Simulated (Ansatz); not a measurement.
Consider TiB2.

```yaml
crystal:
  lattice:
    - [3.02920, 0.00000, 0.00000]
    - [-1.51460, 2.62336, 0.00000]
    - [0.00000, 0.00000, 3.22840]
  atoms:
    - { symbol: Ti, position: [0.00000, 0.00000, 0.00000] }
    - { symbol: B, position: [0.66667, 0.33333, 0.50000] }
    - { symbol: B, position: [0.33333, 0.66667, 0.50000] }
```

Space group P6/mmm.

These are results of Kohn-Sham DFT of a periodic cell, PBE, Ansatz PAW in Ansatz, not measurements.

What can the converged valence pseudo-density and electron localisation function tell about the bonding?

B–B (1.75 Å): ρ at the midpoint is about 0.81 e/Å³; the ELF peaks at about 0.85 between the atoms.
Ti–B (2.38 Å): ρ at the midpoint is about 0.33 e/Å³; the ELF peaks at about 0.60 in the valence shell of B, 0.8 Å from its nucleus, and is about 0.20 at the midpoint.

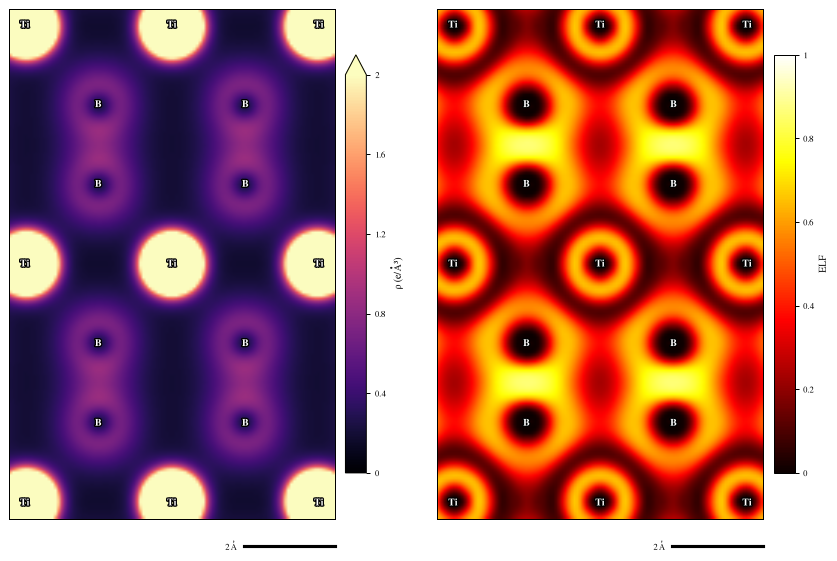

Computed valence pseudo-density and electron localisation function on the (110) plane of the conventional cell, in this order. 
